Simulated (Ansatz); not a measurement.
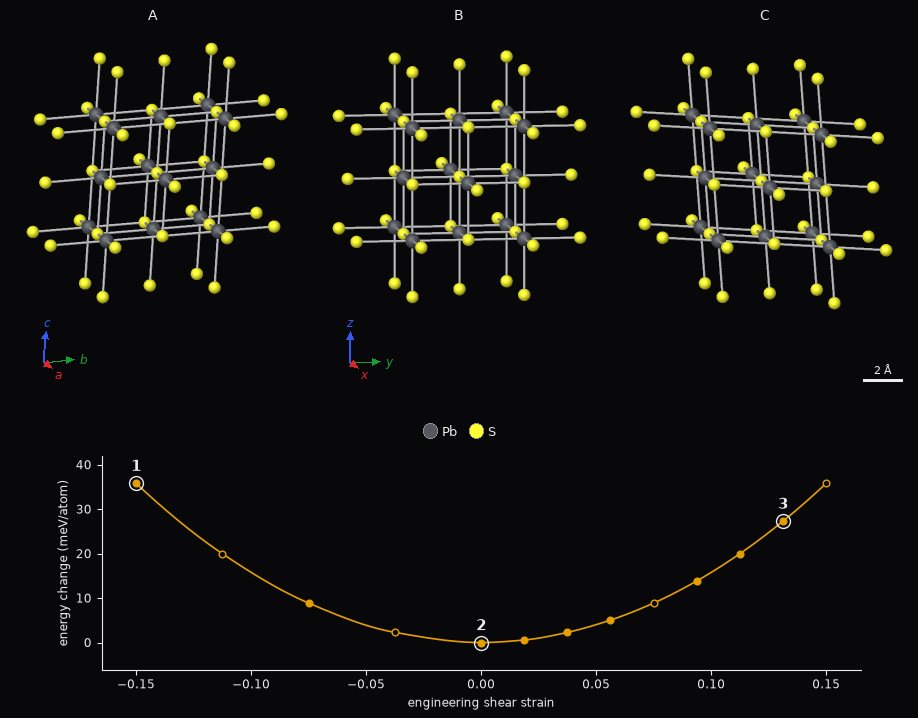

A scan of solid PbS (Fm-3m): the cell is strained in shear in the yz plane, with the atoms kept at their fractional coordinates. x, y and z are the Cartesian axes of the input. The frames are shuffled; the numbered points of the plot belong to them. Hollow markers are points alike by symmetry, not computed again. A ball-and-stick model of the conventional cell (4 times the calculation's cell), seen along the a axis, with a slight tilt. Lengths and directions refer to the drawn axes.

Level of theory: DFT LDA, scalar-relativistic, plane waves, PAW in Ansatz. Settings: plane-wave cutoff 420 eV; k-point mesh 10 × 10 × 10; occupations gaussian; smearing width 0.03 eV; no spin polarisation. Energies (free energies at the smearing named) are counted from the cell as listed in its source, which wasn't relaxed.

> Match the frames to the points.

Point 1 is frame C (the strain −0.15, 35.8 meV/atom); 2 is frame B (the strain 0.00, 0.0 meV/atom); 3 is frame A (the strain 0.1312, 27.3 meV/atom). The lowest computed point lies at the strain 0.00 (0.0 meV/atom). The unrelaxed reference is under a pressure of −2.5 GPa. The distortion takes the space group from Fm-3m to Immm. At the strain −0.15 the cell of the drawing goes b 5.930 → 5.947 Å, c 5.930 → 5.947 Å, α 90.0° → 98.6°. The band gap on the mesh, 0.23 eV in the reference, closes at −0.15, −0.075, 0.0562.
